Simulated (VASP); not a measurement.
**Geometry relaxation, with input and output: Al (part 1 of 3)**

Al (P6₃/mmc, 2 atoms in the cell), computed with Kohn-Sham DFT of a periodic cell, PBE, VASP PAW PBE potentials, recommended, no spin polarisation (VASP 6.6.1).

The structure was built on a prototype by a generator; it need not be a known phase.

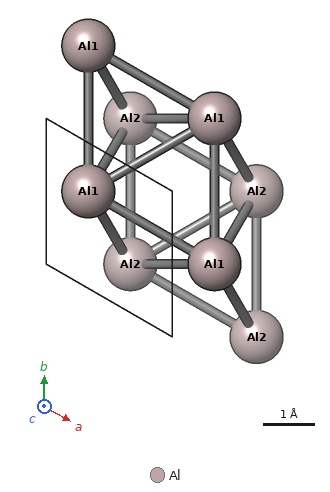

**Figure 1.** The input geometry (ball-and-stick view of the cell of the calculation, repeated 2 × 2 × 1, along the c axis; atoms are numbered from 1 in the order of the input). An atom can appear more than once, as a periodic image. Near neighbours in the periodic cell (some may lie outside the picture): Al has 12 Al at 2.86 Å.

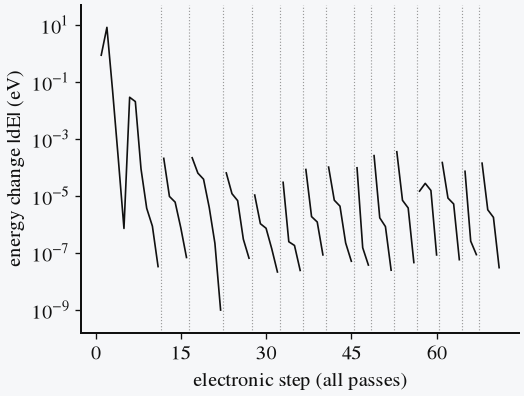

**Figure 2.** Convergence of the self-consistent field: energy change |dE| against the electronic step. Each stretch between dotted lines is the SCF of one geometry step of a relaxation. The 15 ionic steps take 3 to 11 electronic steps each. The density is held fixed in the first few steps, and dE rises again when its update begins.

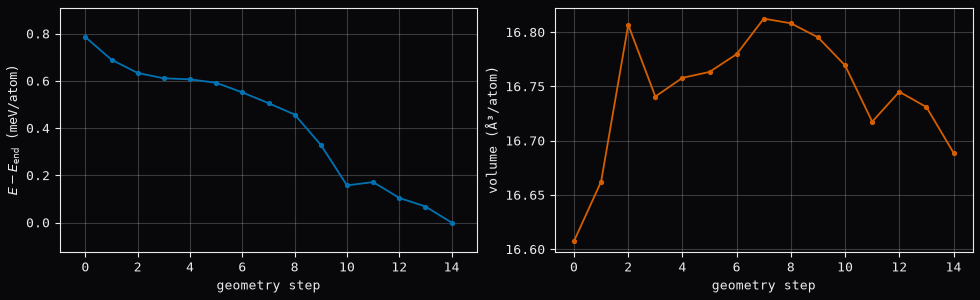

**Figure 3.** Progress of the relaxation, step by step (steps are counted from 0).

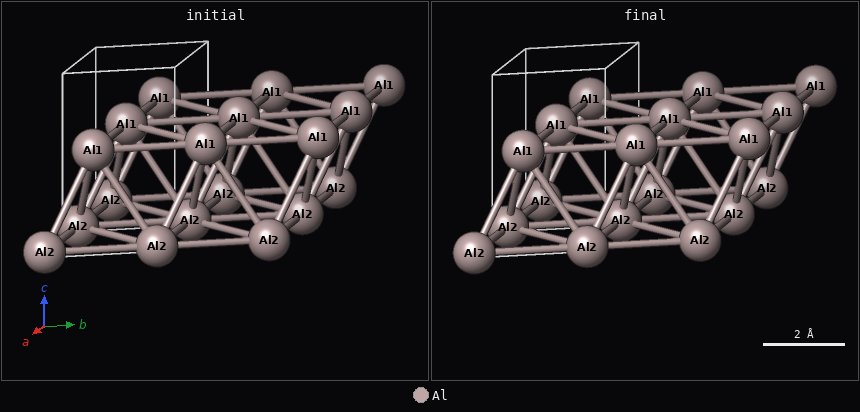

**Figure 4.** Before (left) and after (right) the relaxation, at one scale (ball-and-stick view of the cell of the calculation, repeated 3 × 3 × 1, seen slightly off an axis). The atoms keep their places relative to the cell (all moves are under 0.005 Å). The volume changes by +0.5 %, with a = b 2.864 → 2.880 Å (+0.6 %), c 4.677 → 4.647 Å (−0.6 %). Among the contacts that change: Al1–Al1 2.864 → 2.880 Å, Al1–Al2 2.864 → 2.857 Å. The space group stays P6_3/mmc (No. 194). Over 14 geometry steps the energy falls by 0.8 meV per atom. All forces vanish by symmetry, so only the cell relaxes. (Atoms are counted from 1 in the order of the input.)

These pictures come from the run below.

INCAR
```
PREC = Accurate ; ENCUT = 600
EDIFF = 1E-7 ; ISMEAR = 0
SIGMA = 0.05 ; LREAL = F
LASPH = T ; NELM = 100
ALGO = Normal ; ISIF = 3
LWAVE = F ; LCHARG = F
GGA = PE ; IBRION = 2
NSW = 80 ; EDIFFG = -0.03
```

KPOINTS
```
Automatic mesh
0
Gamma
  8 8 4
```

POSCAR
```
Al
1.0
    2.8635818422      0.0000000000      0.0000000000
   -1.4317909211      2.4799346212      0.0000000000
    0.0000000000      0.0000000000      4.6771836756
Al
2
Direct
    0.3333333333      0.6666666667      0.7500000000
    0.6666666667      0.3333333333      0.2500000000
```

Command:
```bash
cat potpaw_PBE.64/Al/POTCAR > POTCAR
mpirun -np 1 vasp_std > vasp.out
```

OSZICAR
```
N       E                     dE             d eps       ncg     rms          rms(c)
DAV:   1     0.864460512396E+00    0.86446E+00   -0.25686E+03   420   0.763E+02
DAV:   2    -0.733771549932E+01   -0.82022E+01   -0.78325E+01   637   0.520E+01
DAV:   3    -0.738643925085E+01   -0.48724E-01   -0.48723E-01   574   0.566E+00
DAV:   4    -0.738664305719E+01   -0.20381E-03   -0.20381E-03   679   0.366E-01
DAV:   5    -0.738664377870E+01   -0.72151E-06   -0.72269E-06   546   0.123E-02    0.179E+00
DAV:   6    -0.735773833179E+01    0.28905E-01   -0.37446E-03   560   0.464E-01    0.104E+00
DAV:   7    -0.733731542428E+01    0.20423E-01   -0.10590E-02   497   0.728E-01    0.175E-01
DAV:   8    -0.733722712524E+01    0.88299E-04   -0.82795E-05   665   0.739E-02    0.176E-02
DAV:   9    -0.733722345174E+01    0.36735E-05   -0.18560E-06   567   0.971E-03    0.169E-03
DAV:  10    -0.733722258271E+01    0.86903E-06   -0.37429E-08   525   0.136E-03    0.921E-04
DAV:  11    -0.733722254963E+01    0.33083E-07   -0.89810E-10   315   0.271E-04
   1 F= -.73372225E+01 E0= -.73359922E+01  d E =-.733722E+01
       N       E                     dE             d eps       ncg     rms          rms(c)
DAV:   1    -0.733743018395E+01   -0.20760E-03   -0.16801E-03   574   0.252E-01    0.302E-02
DAV:   2    -0.733742061397E+01    0.95700E-05   -0.13361E-05   518   0.288E-02    0.132E-02
DAV:   3    -0.733741456344E+01    0.60505E-05   -0.36330E-06   560   0.104E-02    0.416E-03
DAV:   4    -0.733741380736E+01    0.75607E-06   -0.46131E-07   539   0.393E-03    0.204E-03
DAV:   5    -0.733741373834E+01    0.69028E-07   -0.10833E-08   259   0.776E-04
   2 F= -.73374137E+01 E0= -.73360640E+01  d E =-.191189E-03
       N       E                     dE             d eps       ncg     rms          rms(c)
DAV:   1    -0.733763185577E+01   -0.21805E-03   -0.11546E-02   574   0.658E-01    0.787E-02
DAV:   2    -0.733756882163E+01    0.63034E-04   -0.92728E-05   490   0.756E-02    0.344E-02
DAV:   3    -0.733753028887E+01    0.38533E-04   -0.25172E-05   511   0.273E-02    0.109E-02
DAV:   4    -0.733752635644E+01    0.39324E-05   -0.32275E-06   553   0.104E-02    0.549E-03
DAV:   5    -0.733752613998E+01    0.21646E-06   -0.72300E-08   294   0.201E-03    0.821E-05
DAV:   6    -0.733752613900E+01    0.98811E-09   -0.32112E-09   238   0.552E-04
   3 F= -.73375261E+01 E0= -.73362904E+01  d E =-.303589E-03
       N       E                     dE             d eps       ncg     rms          rms(c)
DAV:   1    -0.733759011328E+01   -0.63973E-04   -0.24188E-03   581   0.302E-01    0.360E-02
DAV:   2    -0.733757814917E+01    0.11964E-04   -0.19318E-05   497   0.346E-02    0.157E-02
DAV:   3    -0.733757133614E+01    0.68130E-05   -0.51993E-06   532   0.124E-02    0.497E-03
DAV:   4    -0.733757103305E+01    0.30309E-06   -0.67576E-07   518   0.474E-03    0.251E-03
DAV:   5    -0.733757109826E+01   -0.65209E-07   -0.15363E-08   238   0.935E-04
   4 F= -.73375711E+01 E0= -.73362347E+01  d E =-.348549E-03
       N       E                     dE             d eps       ncg     rms          rms(c)
DAV:   1    -0.733758175763E+01   -0.10725E-04   -0.16426E-04   574   0.786E-02    0.944E-03
DAV:   2    -0.733758070071E+01    0.10569E-05   -0.13159E-06   497   0.902E-03    0.411E-03
DAV:   3    -0.733757996831E+01    0.73240E-06   -0.35517E-07   490   0.325E-03    0.128E-03
DAV:   4    -0.733757982908E+01    0.13923E-06   -0.43306E-08   231   0.124E-03    0.555E-04
DAV:   5    -0.733757980770E+01    0.21384E-07   -0.30946E-09   231   0.510E-04
   5 F= -.73375798E+01 E0= -.73362674E+01  d E =-.357258E-03
       N       E                     dE             d eps       ncg     rms          rms(c)
DAV:   1    -0.733760978518E+01   -0.29956E-04   -0.31390E-05   574   0.335E-02    0.364E-03
DAV:   2    -0.733760953907E+01    0.24612E-06   -0.27946E-07   469   0.420E-03    0.180E-03
DAV:   3    -0.733760935669E+01    0.18238E-06   -0.11966E-07   266   0.179E-03    0.380E-04
DAV:   4    -0.733760933242E+01    0.24270E-07   -0.10264E-08   231   0.734E-04
   6 F= -.73376093E+01 E0= -.73363128E+01  d E =-.295247E-04
       N       E                     dE             d eps       ncg     rms          rms(c)
DAV:   1    -0.733769384975E+01   -0.84493E-04   -0.28288E-04   567   0.100E-01    0.110E-02
DAV:   2    -0.733769197195E+01    0.18778E-05   -0.25176E-06   469   0.126E-02    0.541E-03
DAV:   3    -0.733769075632E+01    0.12156E-05   -0.11090E-06   539   0.537E-03    0.132E-03
DAV:   4    -0.733769067122E+01    0.85097E-07   -0.50563E-08   238   0.151E-03
   7 F= -.73376907E+01 E0= -.73364433E+01  d E =-.110864E-03
       N       E                     dE             d eps       ncg     rms          rms(c)
DAV:   1    -0.733779336722E+01   -0.10261E-03   -0.11283E-03   567   0.201E-01    0.219E-02
DAV:   2    -0.733778630660E+01    0.70606E-05   -0.10039E-05   469   0.252E-02    0.107E-02
DAV:   3    -0.733778193519E+01    0.43714E-05   -0.43630E-06   539   0.107E-02    0.263E-03
DAV:   4    -0.733778171129E+01    0.22390E-06   -0.20652E-07   329   0.301E-03    0.127E-03
DAV:   5    -0.733778166031E+01    0.50981E-07   -0.11939E-08   217   0.914E-04
   8 F= -.73377817E+01 E0= -.73366078E+01  d E =-.201853E-03
       N       E                     dE             d eps       ncg     rms          rms(c)
DAV:   1    -0.733787867964E+01   -0.96968E-04   -0.34597E-05   574   0.352E-02    0.342E-03
DAV:   2    -0.733787852775E+01    0.15190E-06   -0.25568E-07   413   0.397E-03    0.189E-03
DAV:   3    -0.733787849031E+01    0.37435E-07   -0.17268E-07   301   0.211E-03
   9 F= -.73378785E+01 E0= -.73367132E+01  d E =-.968300E-04
       N       E                     dE             d eps       ncg     rms          rms(c)
DAV:   1    -0.733813742658E+01   -0.25890E-03   -0.31176E-04   574   0.106E-01    0.102E-02
DAV:   2    -0.733813572712E+01    0.16995E-05   -0.22941E-06   434   0.119E-02    0.561E-03
DAV:   3    -0.733813488811E+01    0.83901E-06   -0.15555E-06   525   0.626E-03    0.876E-04
DAV:   4    -0.733813491285E+01   -0.24737E-07   -0.28462E-08   224   0.137E-03
  10 F= -.73381349E+01 E0= -.73369851E+01  d E =-.353253E-03
       N       E                     dE             d eps       ncg     rms          rms(c)
DAV:   1    -0.733848901205E+01   -0.35412E-03   -0.12437E-03   574   0.212E-01    0.203E-02
DAV:   2    -0.733848201556E+01    0.69965E-05   -0.91130E-06   434   0.237E-02    0.112E-02
DAV:   3    -0.733847824175E+01    0.37738E-05   -0.60837E-06   525   0.124E-02    0.171E-03
DAV:   4    -0.733847828755E+01   -0.45799E-07   -0.11741E-07   336   0.273E-03
  11 F= -.73384783E+01 E0= -.73373339E+01  d E =-.696627E-03
       N       E                     dE             d eps       ncg     rms          rms(c)
DAV:   1    -0.733849294162E+01   -0.14700E-04   -0.49428E-03   574   0.423E-01    0.404E-02
DAV:   2    -0.733846540745E+01    0.27534E-04   -0.35643E-05   434   0.471E-02    0.222E-02
DAV:   3    -0.733844991381E+01    0.15494E-04   -0.23204E-05   525   0.243E-02    0.339E-03
DAV:   4    -0.733844999863E+01   -0.84824E-07   -0.46747E-07   462   0.537E-03
  12 F= -.73384500E+01 E0= -.73372816E+01  d E =-.668338E-03
       N       E                     dE             d eps       ncg     rms          rms(c)
DAV:   1    -0.733859828638E+01   -0.14837E-03   -0.13892E-03   574   0.224E-01    0.214E-02
DAV:   2    -0.733858990273E+01    0.83837E-05   -0.10061E-05   434   0.250E-02    0.118E-02
DAV:   3    -0.733858468450E+01    0.52182E-05   -0.65523E-06   525   0.129E-02    0.179E-03
DAV:   4    -0.733858462673E+01    0.57761E-07   -0.12836E-07   350   0.285E-03
  13 F= -.73385846E+01 E0= -.73374333E+01  d E =-.802966E-03
       N       E                     dE             d eps       ncg     rms          rms(c)
DAV:   1    -0.733865757500E+01   -0.72890E-04   -0.86617E-05   553   0.580E-02    0.715E-03
DAV:   2    -0.733865731656E+01    0.25843E-06   -0.63530E-07   490   0.627E-03    0.294E-03
DAV:   3    -0.733865722969E+01    0.86871E-07   -0.12096E-07   308   0.204E-03
  14 F= -.73386572E+01 E0= -.73375082E+01  d E =-.726030E-04
       N       E                     dE             d eps       ncg     rms          rms(c)
DAV:   1    -0.733879817581E+01   -0.14086E-03   -0.76794E-04   553   0.174E-01    0.210E-02
DAV:   2    -0.733879491798E+01    0.32578E-05   -0.57757E-06   490   0.187E-02    0.862E-03
DAV:   3    -0.733879315054E+01    0.17674E-05   -0.10681E-06   553   0.601E-03    0.321E-03
DAV:   4    -0.733879312022E+01    0.30316E-07   -0.22955E-07   392   0.280E-03
  15 F= -.73387931E+01 E0= -.73376490E+01  d E =-.208493E-03
```

Parts of OUTCAR
```
PREC = Accurate
   ENCUT = 600
   EDIFF = 1E-7
   ISMEAR = 0
   LREAL = F
   LASPH = T
   NELM = 100
   ISIF = 3
   GGA = PE
   IBRION = 2
   NSW = 80
   EDIFFG = -0.03

 ion  position               nearest neighbor table
   1  0.333  0.667  0.750-   2 2.86   2 2.86   2 2.86   2 2.86   2 2.86   2 2.86
   2  0.667  0.333  0.250-   1 2.86   1 2.86   1 2.86   1 2.86   1 2.86   1 2.86

  LATTYP: Found a hexagonal cell.
 ALAT       =     2.8635818422
 C/A-ratio  =     1.6333333333

  Lattice vectors:

 A1 = (   2.8635818422,   0.0000000000,   0.0000000000)
 A2 = (  -1.4317909211,   2.4799346212,   0.0000000000)
 A3 = (   0.0000000000,   0.0000000000,   4.6771836756)

Analysis of symmetry for initial positions (statically):
=====================================================================
 Subroutine PRICEL returns:
 Original cell was already a primitive cell.

 Routine SETGRP: Setting up the symmetry group for a
 hexagonal supercell.

 Subroutine GETGRP returns: Found 24 space group operations
 (whereof 12 operations were pure point group operations)
 out of a pool of 24 trial point group operations.

The static configuration has the point symmetry D_3d.
 The point group associated with its full space group is D_6h.

Analysis of symmetry for dynamics (positions and initial velocities):
=====================================================================
 Subroutine PRICEL returns:
 Original cell was already a primitive cell.

 Routine SETGRP: Setting up the symmetry group for a
 hexagonal supercell.

 Subroutine GETGRP returns: Found 24 space group operations
 (whereof 12 operations were pure point group operations)
 out of a pool of 24 trial point group operations.

The dynamic configuration has the point symmetry D_3d.
 The point group associated with its full space group is D_6h.

 Subroutine INISYM returns: Found 24 space group operations
 (whereof 12 operations are pure point group operations),
 and found     1 'primitive' translations

----------------------------------------------------------------------------------------

                                     Primitive cell

  volume of cell :      33.2150

  direct lattice vectors                    reciprocal lattice vectors
     2.863581842  0.000000000  0.000000000     0.349212998  0.201618218  0.000000000
    -1.431790921  2.479934621  0.000000000     0.000000000  0.403236437  0.000000000
     0.000000000  0.000000000  4.677183676     0.000000000  0.000000000  0.213803876

  length of vectors
     2.863581842  2.863581842  4.677183676     0.403236437  0.403236437  0.213803876

  position of ions in fractional coordinates (direct lattice)
     0.333333333  0.666666667  0.750000000
     0.666666667  0.333333333  0.250000000

  ion indices of the primitive-cell ions
   primitive index   ion index
                 1           1
                 2           2

----------------------------------------------------------------------------------------

 KPOINTS: Automatic mesh

Automatic generation of k-mesh.
 Grid dimensions read from file:
 generate k-points for:    8    8    4

 Generating k-lattice:

  Cartesian coordinates                     Fractional coordinates (reciprocal lattice)
     0.043651625  0.025202277  0.000000000     0.125000000 -0.000000000  0.000000000
     0.000000000  0.050404555  0.000000000     0.000000000  0.125000000  0.000000000
     0.000000000  0.000000000  0.053450969     0.000000000  0.000000000  0.250000000

  Length of vectors
     0.050404555  0.050404555  0.053450969

  Shift w.r.t. Gamma in fractional coordinates (k-lattice)
     0.000000000  0.000000000  0.000000000

 Subroutine IBZKPT returns following result:
 ===========================================

 Found     30 irreducible k-points:

 Following reciprocal coordinates:
            Coordinates               Weight
  0.000000  0.000000  0.000000      1.000000
  0.125000  0.000000  0.000000      6.000000
  0.250000  0.000000  0.000000      6.000000
  0.375000  0.000000  0.000000      6.000000
  0.500000  0.000000  0.000000      3.000000
  0.125000  0.125000  0.000000      6.000000
  0.250000  0.125000  0.000000     12.000000
  0.375000  0.125000  0.000000     12.000000
  0.250000  0.250000  0.000000      6.000000
  0.375000  0.250000  0.000000      6.000000
  0.000000  0.000000  0.250000      2.000000
  0.125000  0.000000  0.250000     12.000000
  0.250000  0.000000  0.250000     12.000000
  0.375000  0.000000  0.250000     12.000000
  0.500000  0.000000  0.250000      6.000000
  0.125000  0.125000  0.250000     12.000000
  0.250000  0.125000  0.250000     24.000000
  0.375000  0.125000  0.250000     24.000000
  0.250000  0.250000  0.250000     12.000000
  0.375000  0.250000  0.250000     12.000000
  0.000000  0.000000  0.500000      1.000000
  0.125000  0.000000  0.500000      6.000000
  0.250000  0.000000  0.500000      6.000000
  0.375000  0.000000  0.500000      6.000000
 [... further k-points ...]
   k-points           NKPTS =     30   k-points in BZ     NKDIM =     30   number of bands    NBANDS=      7
   number of dos      NEDOS =    301   number of ions     NIONS =      2
   total plane-waves  NPLWV =  23040
   dimension x,y,z NGX =    24 NGY =   24 NGZ =   40
   dimension x,y,z NGXF=    48 NGYF=   48 NGZF=   80
   ions per type =               2
   NGX,Y,Z   is equivalent  to a cutoff of  13.93, 13.93, 14.22 a.u.
   NGXF,Y,Z  is equivalent  to a cutoff of  27.87, 27.87, 28.44 a.u.
 SYSTEM =  unknown system
   PREC   = accura    normal or accurate (medium, high low for compatibility)
   ISTART =      0    job   : 0-new  1-cont  2-samecut
   ICHARG =      2    charge: 1-file 2-atom 10-const
   ISPIN  =      1    spin polarized calculation?
   LNONCOLLINEAR =      F non collinear calculations
   LSORBIT =      F    spin-orbit coupling
   LASPH  =      T    aspherical Exc in radial PAW
   ENCUT  =  600.0 eV  44.10 Ry    6.64 a.u.   5.72  5.72  9.34*2*pi/ulx,y,z
   NELM   =    100;   NELMIN=  2; NELMDL= -5     # of ELM steps
   EDIFF  = 0.1E-06   stopping-criterion for ELM
   LREAL  =      F    real-space projection
   EDIFFG = -.3E-01   stopping-criterion for IOM
   NSW    =     80    number of steps for IOM
   IBRION =      2    ionic relax: 0-MD 1-quasi-New 2-CG
   NFREE  =      1    steps in history (QN), initial steepest desc. (CG)
   ISIF   =      3    stress and relaxation
   ISYM   =      2    0-nonsym 1-usesym 2-fastsym
   POTIM  = 0.5000    time-step for ionic-motion
   TEBEG  =    0.0;   TEEND  =   0.0 temperature during run
   PSTRESS=    0.0 pullay stress
   NELECT =       6.0000    total number of electrons
   NUPDOWN=      -1.0000    fix difference up-down
   EMIN   =  10.00;   EMAX   =-10.00  energy-range for DOS
   EFERMI =   0.00;   METHOD = LEGACY
   ISMEAR =     0;   SIGMA  =   0.05  broadening in eV -4-tet -1-fermi 0-gaus
   EFERMI_NEDOS =   21; number of points for ismear=-14 and -15
   IALGO  =     38    algorithm
   IMIX   =      4    mixing-type and parameters
     AMIX     =   0.40;   BMIX     =  1.00
     AMIX_MAG =   1.60;   BMIX_MAG =  1.00
  volume/ion in A,a.u.               =      16.61       112.07
  Fermi-wavevector in a.u.,A,eV,Ry     =   0.925438  1.748824 11.652503  0.856435
  Thomas-Fermi vector in A             =   2.051292
   LORBIT       =      0    0 simple, 1 ext, 2 COOP (PROOUT), +10 PAW based schemes
   GGA     = PE    functional components
   LHFCALC =     F    Hartree Fock is set to
   AEXX    =    0.0000 exact exchange contribution
   IVDW    =     0    specifies the selected vdW correction
   LEPSILON=     F    determine dielectric tensor
   LRPA    =     F    only Hartree local field effects (RPA)
 conjugate gradient relaxation of ions
 non-spin polarized calculation
 Gauss-broadening in eV      SIGMA  =   0.05
  energy-cutoff  :      600.00
  volume of cell :       33.21
 maximum number of plane-waves:      1132
 NGX is ok and might be reduce to    24
   NGX = 11   NGY = 11   NGZ = 19

--------------------------------------- Ionic step        1  -------------------------------------------

 number of electron       6.0000000 magnetization

 Free energy of the ion-electron system (eV)
  ---------------------------------------------------
  ext. energy  EPLUGINS =         0.00000000
  ---------------------------------------------------
  free energy    TOTEN  =        -7.33722255 eV
```
